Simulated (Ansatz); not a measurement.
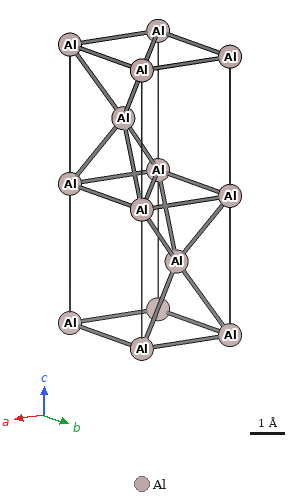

Phonons of solid Al relaxed at 5 GPa, space group P6₃/mmc (No. 194), at the zone centre. Style: ball-and-stick. Shown: the cell of the calculation, from a free direction.

The calculation used DFT LDA, scalar-relativistic, plane waves, PAW in Ansatz 0.2.0. (plane-wave cutoff 420 eV; k-point mesh 18 × 18 × 6; occupations fermi dirac; smearing width 0.15 eV; target pressure 5 GPa; no spin polarisation)

The frequencies depend somewhat on the k-mesh and the smearing.

Which optical modes does it have, at what frequencies, and is it stable there?

Answer. The calculation's cell holds 4 atoms, so there are 9 optical modes, in 6 levels. The optical modes span E₂u + E₂g + E₁u + B₁g + B₂u + A₂u. No level is unstable.

```tsv
level	symmetry	frequency (cm⁻¹)	activity
1	E₂u	96	silent
2	E₂g	125	Raman-active
3	E₁u	163	infrared-active
4	B₁g	248	silent
5	B₂u	251	silent
6	A₂u	356	infrared-active
```

The crystal is a metal, so free carriers screen the infrared response.

The displacement patterns (one member of each degenerate set):

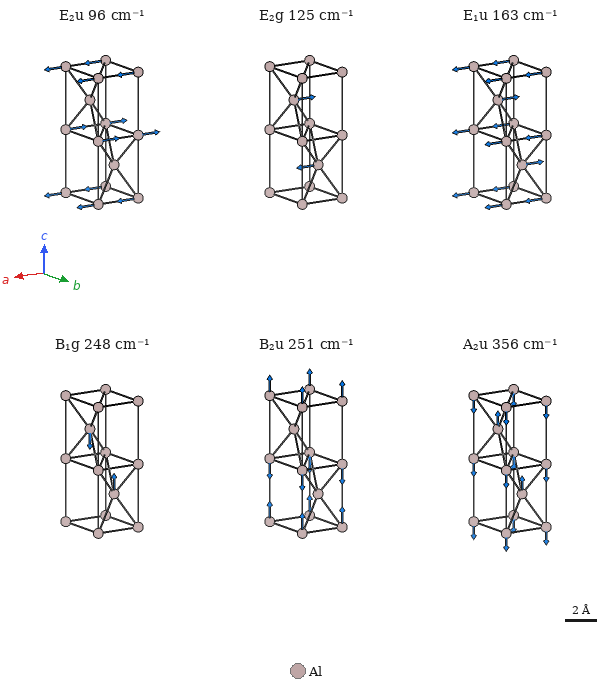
